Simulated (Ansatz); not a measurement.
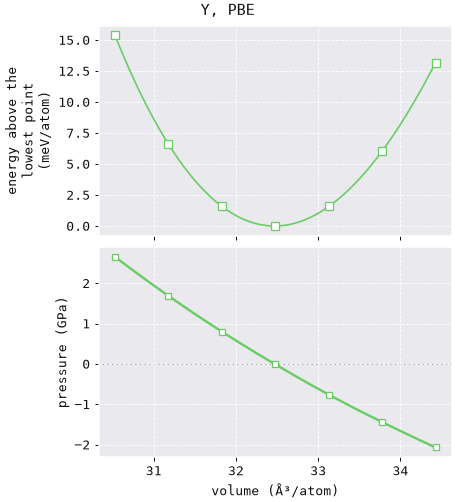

Energy above the lowest point and pressure against volume for Y, space group Fm-3m (No. 225) (one of a set of cubic test structures, which need not be the stable phase).

A third-order Birch–Murnaghan fit gives V0 = 32.47 Å³/atom, B0 = 38.9 GPa and B′ = 3.3. The energy above the lowest point is 15.4 meV/atom at volume 30.53 Å³/atom and 13.2 meV/atom at 34.43 Å³/atom; the lowest computed point is at volume 32.48 Å³/atom (0.0 meV/atom), in a single well. The pressure falls from 2.652 GPa at volume 30.53 Å³/atom to −2.070 GPa at 34.43 Å³/atom, and changes sign near 32.47 Å³/atom.

Method: equation of state of a cubic crystal from periodic Kohn-Sham density functional theory without spin, third-order Birch-Murnaghan fit to the free energies; pressure corrected for the finite basis (Ansatz 0.2.0 development build). Level: PBE.

structure type fcc; atoms in cell 1; space group number 225; lattice centring face-centred primitive; k mesh 37×37×37; occupation method Fermi–Dirac; occupation width 0.06123 eV; wave cutoff 420 eV; datasets soft-1 PAW; density tolerance 1e−07 eV; bands 10; density cutoff ratio 4; search for lower states default.

Note: cubic model structure, not the ambient form.

One of the inputs:
```
crystal:
  lattice:
    - [0.0, 2.532324784815, 2.532324784815]
    - [2.532324784815, 0.0, 2.532324784815]
    - [2.532324784815, 2.532324784815, 0.0]
  atoms:
    - { symbol: "Y", position: [0, 0, 0] }
kpoints:
  mp_grid: { grid: [37, 37, 37] }
hamiltonian:
  xc: pbe
  pseudopotentials: { kind: paw }
scf:
  occupations: { method: fermi_dirac, width: 0.061225619053 }
output:
  forces: true
  stress: true
```

Launched with:
```bash
ansatz run input.yaml --threads 2
```
